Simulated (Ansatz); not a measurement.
# Polarity and tunnelling in Mg/AlN/Zr, part 5 of 6

Both polarities of the barrier in Mg/AlN/Zr, relaxed and compared. The lower electrode is Mg hcp(0001), the upper one Zr hcp(0001); the barrier is AlN zinc blende(111) (whole bilayers). In the first transport cell, after relaxation, the nearest pair of electrode and barrier is Mg–N at 2.43 Å, at a slant, at the lower face and Zr–Al at 3.28 Å, at a slant, at the upper one. All share a net of side 3.111 Å, which strains the lower electrode by -2.5 %, the upper one by -3.7 % and the barrier by +0.0 %, against typed lattice constants near PBE's. The first steps treat the bulk electrodes alone.

Ansatz 0.2.0; PBE DFT, plane waves, PAW files (the session's first sound run).

So far, transmission at the Fermi level (a spin, zone mean): step 5 (T(E) of the junction, polarity N face on the lower electrode, gap between the …) 0.00376; step 6 (conductance on a fine mesh, polarity N face on the lower electrode, gap between …) 0.00325.

**8. Transmission over a wide range of energy, polarity Al face on the lower electrode, gap between the electrodes 12.87 Å**

This step: PBE DFT, plane waves, PAW files; ballistic transmission by layer matching between semi-infinite leads (Ansatz 0.2.0).

System of this step: Mg/AlN/Zr. The cell holds 30 atoms: 11 Mg, 4 Al, 4 N and 11 Zr. Cell: a = 3.111 Å, b = 3.111 Å, c = 79.804 Å, α = 90.0°, β = 90.0°, γ = 120.0°. Regions: left electrode, 11 atoms (11 Mg); barrier, 8 atoms (4 Al and 4 N); right electrode, 11 atoms (11 Zr). Vacuum lies along c.

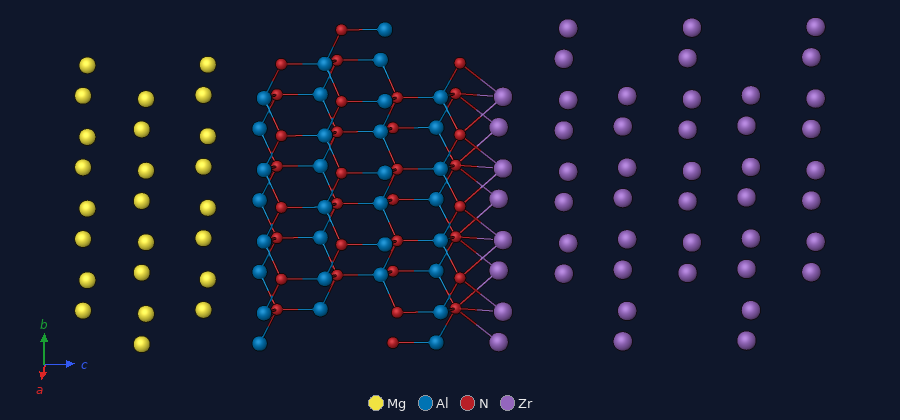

The cell of this step (magnesium yellow, aluminium blue, nitrogen red, zirconium purple). Drawn is a stretch of 32 Å of the 66 Å that the atoms span along c, seen along the normal of the bc plane, with neighbouring cells across it.

A wide window again for the changed junction, to set beside the first polarity.

input.yaml

```yaml
crystal:
  lattice:
    - [3.111, 0.0, 0.0]
    - [-1.5555, 2.6942050312, 0.0]
    - [0.0, 0.0, 79.8044120027]
  atoms:
    - { symbol: Mg, position: [0.0, 0.0, 0.0877144487] }
    - { symbol: Mg, position: [0.33333333, 0.66666667, 0.1203810037] }
    - { symbol: Mg, position: [0.0, 0.0, 0.1530475588] }
    - { symbol: Mg, position: [0.33333333, 0.66666667, 0.1857141139] }
    - { symbol: Mg, position: [0.0, 0.0, 0.218380669] }
    - { symbol: Mg, position: [0.33333333, 0.66666667, 0.251047224] }
    - { symbol: Mg, position: [0.0, 0.0, 0.2837137791] }
    - { symbol: Mg, position: [0.33333333, 0.66666667, 0.3163803342] }
    - { symbol: Mg, position: [0.0, 0.0, 0.3490468893] }
    - { symbol: Mg, position: [0.33333333, 0.66666667, 0.3817134443] }
    - { symbol: Mg, position: [0.0, 0.0, 0.4145214426] }
    - { symbol: Al, position: [0.33333333, 0.66666667, 0.4458142405] }
    - { symbol: "N", position: [0.0, 0.0, 0.4544497056] }
    - { symbol: Al, position: [0.0, 0.0, 0.4781607636] }
    - { symbol: "N", position: [0.66666667, 0.33333333, 0.4863765108] }
    - { symbol: Al, position: [0.66666667, 0.33333333, 0.5100503519] }
    - { symbol: "N", position: [0.33333333, 0.66666667, 0.5182465298] }
    - { symbol: Al, position: [0.33333333, 0.66666667, 0.5418795613] }
    - { symbol: "N", position: [0.0, 0.0, 0.5515667299] }
    - { symbol: Zr, position: [0.33333333, 0.66666667, 0.5757458042] }
    - { symbol: Zr, position: [0.66666667, 0.33333333, 0.6095960656] }
    - { symbol: Zr, position: [0.33333333, 0.66666667, 0.6432282307] }
    - { symbol: Zr, position: [0.66666667, 0.33333333, 0.6768603958] }
    - { symbol: Zr, position: [0.33333333, 0.66666667, 0.7104925608] }
    - { symbol: Zr, position: [0.66666667, 0.33333333, 0.7441247259] }
    - { symbol: Zr, position: [0.33333333, 0.66666667, 0.777756891] }
    - { symbol: Zr, position: [0.66666667, 0.33333333, 0.8113890561] }
    - { symbol: Zr, position: [0.33333333, 0.66666667, 0.8450212212] }
    - { symbol: Zr, position: [0.66666667, 0.33333333, 0.8786533863] }
    - { symbol: Zr, position: [0.33333333, 0.66666667, 0.9122855513] }
kpoints:
  mp_grid: { grid: [12, 12, 1] }
scf:
  occupations: { method: fermi_dirac, width: 0.1 }
  max_iter: 150
hamiltonian:
  xc: pbe
output:
  transmission:
    kmesh: [12, 12]
    e_range: [-4, 2]
    de: 0.1
    leads: [[4, 6], [24, 26]]
  dos: { projected: true, e_range: [-6, 5], de: 0.05 }
  write_potential: true
  write_density: true
  volumetric_format: npy
```

Run with:

```bash
$ ansatz run input.yaml --threads 4 --pin off --max-ram 12288MiB --backend cpu --events-out ev --progress --plain --runs-dir out
```

Numbers of over 12 decimals in the logs are rounded to 6 here.

The program printed:

```text
[...]
Crystal: 30 atoms, lattice volume = 668.894 Å³
Basis set: ecut = 420 eV, 12999 PW (Γ)
Bands: 167, of which v1, the nominal top of the filled ones, is band 137 counted from 1 (136 counted from 0)
Symmetry: 6 space group operations
[...]
k-points: 19 of 144 (time reversal used)
[...]
SCF iter   1: F=—  HF=-70878.424698 eV  |F-HF|=—  |Δ(HF+E_count)|=         —  Δρ=6.57e-3  dr2=1.09e2  ethr=1.77e-3  ⟨swp⟩=14.8  Hψ=19636  notcnv=0  defer=1
[...]
SCF iter  11: F=-70878.135635 eV  HF=-70878.135635 eV  |F-HF|=1.09e-8  |Δ(HF+E_count)|=   5.40e-9  Δρ=7.82e-7  dr2=1.61e-8  ethr=3.65e-11  ⟨swp⟩=10.7  Hψ=8177  notcnv=0
SCF 1 converged in 11 iterations: F = -70878.135635 eV  dr2 = 1.61e-8
[...]
transmission: 141 of 1406 steps passed
transmission: 282 of 1406 steps passed
[...]
transmission: 1406 of 1406 steps passed
[...]
SCF converged after 11 iterations
Free energy (F): -70878.135635 eV
[...]
Internal energy: -70877.494819 eV  (E = F + TS)
E sigma→0 (E₀):  -70877.815227 eV
Entropy (-TS):   -0.640817 eV (-21.361 meV/atom)
Fermi energy:    8.259075 eV
[...]
--- Band table (eV; the first three rows and the last of 19) ---
  k-point 0: bands = [... 133 lower, 8.3646, 8.4333, 8.4618, 8.5330, 8.6314, 8.7374, 8.9412, 9.2673, ... 26 higher]
  k-point 1: bands = [... 133 lower, 8.2443, 8.4135, 8.4709, 8.5358, 8.5765, 8.5832, 8.6506, 9.0204, ... 26 higher]
  k-point 2: bands = [... 133 lower, 8.0720, 8.1292, 8.2155, 8.2632, 8.3162, 8.3466, 8.5056, 8.6015, ... 26 higher]
  k-point 18: bands = [... 133 lower, 8.1004, 8.1911, 8.2196, 8.2877, 8.2953, 8.3534, 8.3617, 8.3652, ... 26 higher]
--- Transmission ---
  basis      : 73 plane waves across, 74 finite elements along
  points     : 19, standing for a mesh of 12 x 12
[...]
channels       : 8.402778e-1 a spin
[...]
slowest decay  : 0.0200 /Å at (0.1667, 0.1667)
[...]
channels       : 7.430556e-1 a spin
[...]
slowest decay  : 0.0181 /Å at (0.4167, 0.0000)
  junction   : crystal 0 to crystal 1, 19.43 to 56.06 Å
    transmission   : 1.754620e-3 a spin
[...]
```

The job ended after 3.9 min (4 threads of Arm Neoverse V1, shared host; peak memory 3.8 GiB; 14 min of CPU time).

Numbers from this step:

```
free energy                                         : -70878.1356 eV
Fermi energy                                        : 8.259 eV
transmission at the Fermi level (a spin, zone mean) : 0.001755
channels of the lower lead                          : 0.8403
channels of the upper lead                          : 0.7431
potential step in the lower lead                    : 16.1 meV
potential step in the upper lead                    : 6.4 meV
```

One spin. Transmission, zone mean against energy, zero at the Fermi level:

```csv
energy (eV),"transmission, zone mean"
-4.00,0.0313
-3.90,0.104
-3.70,0.113
-3.60,0.0404
-3.30,0.00690
-2.90,0.00116
-2.60,6.8e-4
-2.20,5.1e-4
-1.90,6.3e-4
-1.50,7.4e-4
-1.20,5.1e-4
-0.80,2.5e-4
-0.50,1.4e-4
-0.10,0.00162
0.00,0.00175
0.20,0.00376
0.60,0.0354
0.90,0.0858
1.10,0.145
1.30,0.141
1.40,0.175
1.60,0.0983
2.00,0.0997
```

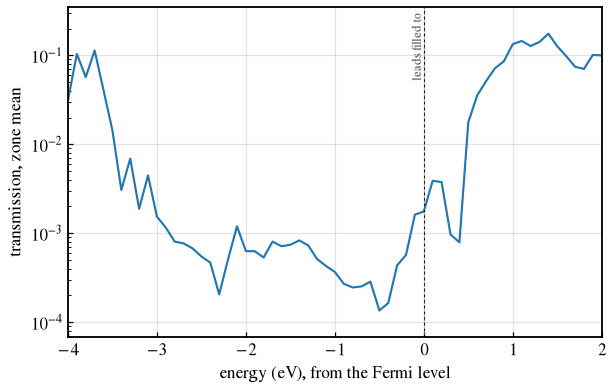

Transmission, zone mean against energy.

One spin. Open channels, zone mean against energy, zero at the Fermi level:

```csv
energy (eV),lower lead,upper lead
-4.000,0.590,0.215
-3.500,0.632,0.257
-3.000,0.757,0.542
-2.500,0.840,1.02
-2.000,0.840,0.854
-1.500,0.965,0.535
-1.000,1.05,1.03
-0.500,0.812,1.02
0.000,0.840,0.743
0.500,0.938,1.03
1.000,1.35,0.924
1.500,1.23,0.951
2.000,1.30,1.08
```

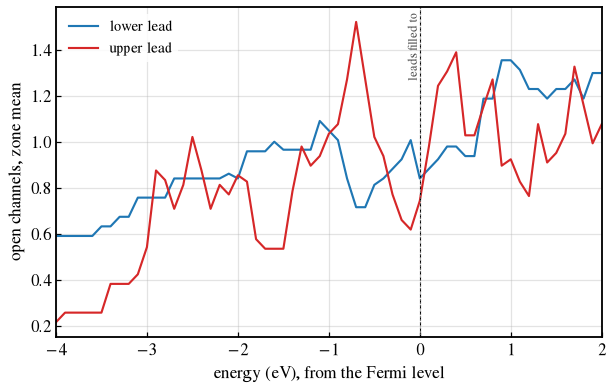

Open channels, zone mean against energy.

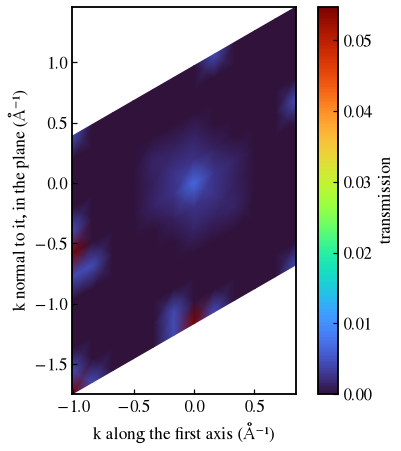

Transmission over k1 and k2. At 0.0000 eV from the Fermi level.

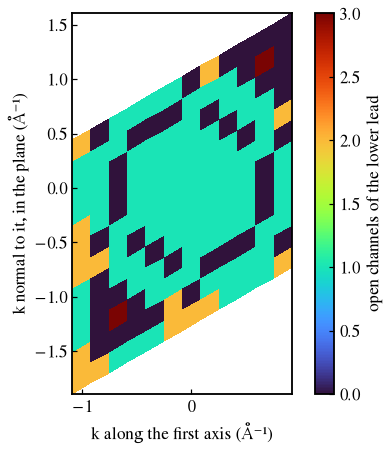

Open channels of the lower lead over k1 and k2. At 0.0000 eV from the Fermi level.

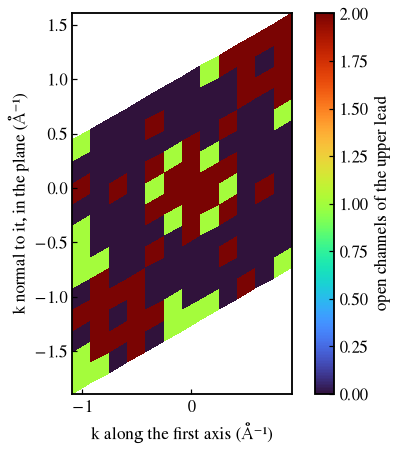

Open channels of the upper lead over k1 and k2. At 0.0000 eV from the Fermi level.

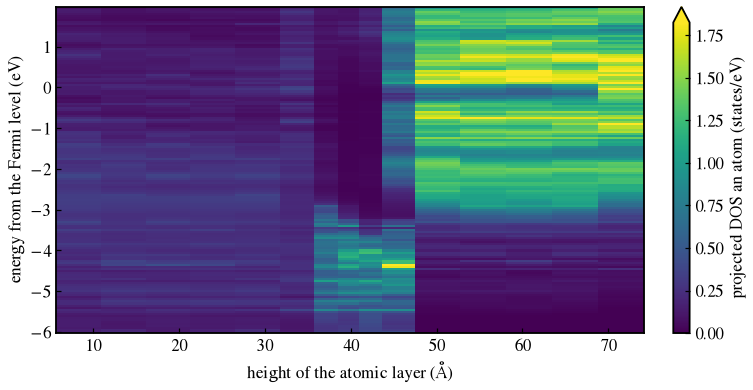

Projected DOS an atom over height of the atomic layer and energy from the Fermi level. Layers: Mg Mg Mg Mg Mg Mg Mg Mg Mg Mg Mg Al N Al N Al N Al N Zr Zr Zr Zr Zr Zr Zr Zr Zr Zr Zr; projections on atoms miss part of the total, and the computed bands can run out at the top of the range; a column is the mean of 2 neighbouring layers, the last of those left over.

At the Fermi level the transmission is 0.0018, as a zone mean for one spin on this coarse mesh. At the Fermi level the layers of this cell's barrier hold from 0.0084 to 0.31 states an eV and atom. In the worse lead the potential repeats within 16 meV, which the program lets pass.

**9. Conductance, polarity Al face on the lower electrode, gap between the electrodes 12.87 Å**

The conductance of the changed junction, on the mesh and energies of the first conductance run.

Edit input.yaml of step 8 so:

```diff
@@ -45,9 +45,5 @@
   transmission:
-    kmesh: [12, 12]
-    e_range: [-4, 2]
-    de: 0.1
+    kmesh: [30, 30]
+    e_range: [-0.26, 0.27]
+    de: 0.0375
     leads: [[4, 6], [24, 26]]
-  dos: { projected: true, e_range: [-6, 5], de: 0.05 }
-  write_potential: true
-  write_density: true
-  volumetric_format: npy
```

The program printed:

```text
[...]
Crystal: 30 atoms, lattice volume = 668.894 Å³
Basis set: ecut = 420 eV, 12999 PW (Γ)
Bands: 167, of which v1, the nominal top of the filled ones, is band 137 counted from 1 (136 counted from 0)
Symmetry: 6 space group operations
[...]
k-points: 19 of 144 (time reversal used)
[...]
SCF iter   1: F=—  HF=-70878.424698 eV  |F-HF|=—  |Δ(HF+E_count)|=         —  Δρ=6.57e-3  dr2=1.09e2  ethr=1.77e-3  ⟨swp⟩=14.8  Hψ=19636  notcnv=0  defer=1
[...]
SCF iter  11: F=-70878.135635 eV  HF=-70878.135635 eV  |F-HF|=1.09e-8  |Δ(HF+E_count)|=   5.40e-9  Δρ=7.82e-7  dr2=1.61e-8  ethr=3.65e-11  ⟨swp⟩=10.7  Hψ=8177  notcnv=0
SCF 1 converged in 11 iterations: F = -70878.135635 eV  dr2 = 1.61e-8
[...]
transmission: 619 of 6097 steps passed
transmission: 1222 of 6097 steps passed
[...]
transmission: 6097 of 6097 steps passed
SCF converged after 11 iterations
Free energy (F): -70878.135635 eV
[...]
Internal energy: -70877.494819 eV  (E = F + TS)
E sigma→0 (E₀):  -70877.815227 eV
Entropy (-TS):   -0.640817 eV (-21.361 meV/atom)
Fermi energy:    8.259075 eV
[...]
--- Band table (eV; the first three rows and the last of 19) ---
  k-point 0: bands = [... 133 lower, 8.3646, 8.4333, 8.4618, 8.5330, 8.6314, 8.7374, 8.9412, 9.2673, ... 26 higher]
  k-point 1: bands = [... 133 lower, 8.2443, 8.4135, 8.4709, 8.5358, 8.5765, 8.5832, 8.6506, 9.0204, ... 26 higher]
  k-point 2: bands = [... 133 lower, 8.0720, 8.1292, 8.2155, 8.2632, 8.3162, 8.3466, 8.5056, 8.6015, ... 26 higher]
  k-point 18: bands = [... 133 lower, 8.1004, 8.1911, 8.2196, 8.2877, 8.2953, 8.3534, 8.3617, 8.3652, ... 26 higher]
--- Transmission ---
  basis      : 73 plane waves across, 67 finite elements along
  points     : 91, standing for a mesh of 30 x 30
[...]
filled         : 17.9 meV under the level at which it is neutral
    channels       : 8.811111e-1 a spin
[...]
slowest decay  : 0.0125 /Å at (0.4333, 0.0000)
[...]
filled         : 34.0 meV under the level at which it is neutral
    channels       : 8.255556e-1 a spin
[...]
slowest decay  : 0.0187 /Å at (0.4000, 0.0667)
  junction   : crystal 0 to crystal 1, 19.43 to 56.06 Å
    transmission   : 1.809003e-3 a spin
[...]
resistance     : 5.6229e-1 Ω µm² beyond half of each lead's own
```

The job ended after 6.8 min (4 threads; peak memory 3.2 GiB; 18 min of CPU time).

This step gave:

```
transmission at the Fermi level (a spin, zone mean) : 0.001809
channels of the lower lead                          : 0.8811
channels of the upper lead                          : 0.8256
ballistic conductance of the upper lead             : 7.19e14 S/m²
junction conductance                                : 1.77e12 S/m²
error estimates by source, in the log's order       : 1.6, 7.4, 15.1, 16.3, 13.7 %
resistance-area product beyond the leads            : 0.5623 Ω um²
```

One spin. Table of transmission, zone mean by energy, zero at the Fermi level:

```csv
energy (eV),"transmission, zone mean"
-0.260,6.4e-4
-0.223,6.5e-4
-0.185,9.0e-4
-0.147,9.3e-4
-0.110,0.00141
-0.072,0.00145
-0.035,0.00160
0.003,0.00181
0.040,0.00211
0.077,0.00290
0.115,0.00252
0.152,0.00228
0.190,0.00123
0.228,7.4e-4
0.265,0.00105
```

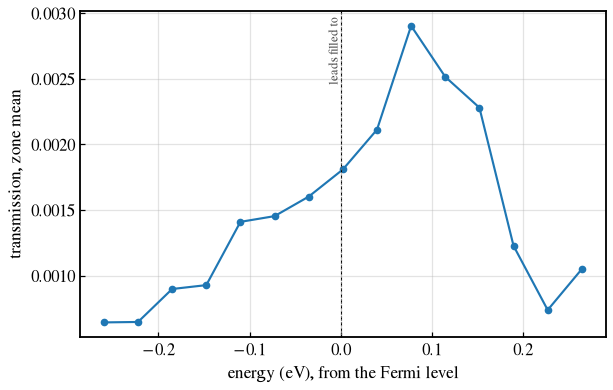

Transmission, zone mean, plotted against energy.

One spin. The open channels, zone mean by energy, zero at the Fermi level:

```csv
energy (eV),lower lead,upper lead
-0.260,0.821,0.739
-0.223,0.794,0.679
-0.185,0.854,0.659
-0.147,0.881,0.659
-0.110,0.888,0.672
-0.072,0.861,0.586
-0.035,0.854,0.626
0.003,0.881,0.826
0.040,0.854,0.926
0.077,0.894,1.11
0.115,0.914,1.16
0.152,0.874,1.19
0.190,0.901,1.17
0.228,0.941,1.16
0.265,0.981,1.20
```

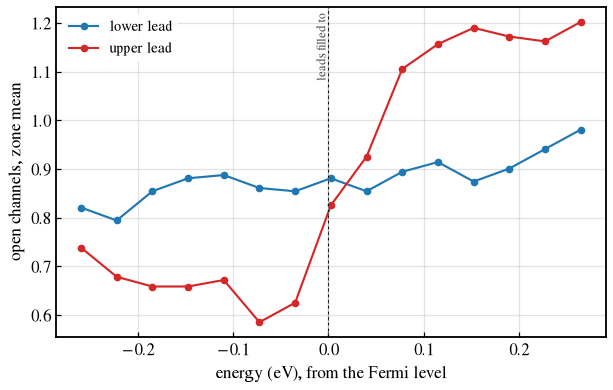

Open channels, zone mean against energy.

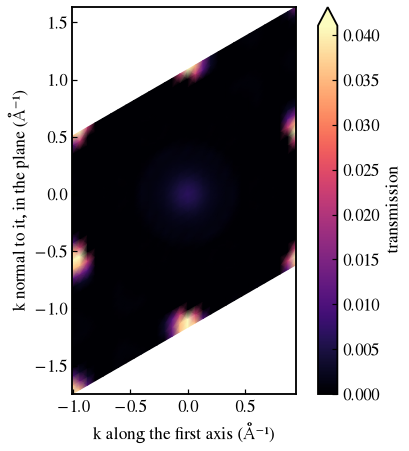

Transmission over k1 and k2. At 0.0025 eV from the Fermi level.

G = 1.8e12 S/m² (1/G = 0.564 Ω µm²), 0.61 times the step before of this kind. The largest error estimate is 16 %, from the leads' potential steps. In the worse lead the potential repeats within 16 meV, which the program lets pass, though it still puts 16 % of error on the junction's conductance through them.

**10. Electroresistance**

This step: Tunnel electroresistance (G_up - G_down) / G_down from the conductances of both polarities, PBE DFT, plane waves, PAW files (Ansatz 0.2.0).

No new run: the two polarities are divided.

Numbers from this step:

```
conductance, first polarity (S/m²)  : 2.89e12
conductance, second polarity (S/m²) : 1.77e12
electroresistance                   : 63 %
```

The two conductances carry error estimates of up to 17 % and 16 %, which the ratio inherits.

(Part 5 of 6 ends here.)

[Logs are printed without paths, hosts, clocks, repeated set-up lines and the standing remarks that a program may print on its own settings, such as how far it seeks lower states.]

[Hosts, paths, dates, database ids (printed as entryN), source tags and the programs' standing remarks are cut or masked in the printed files.]
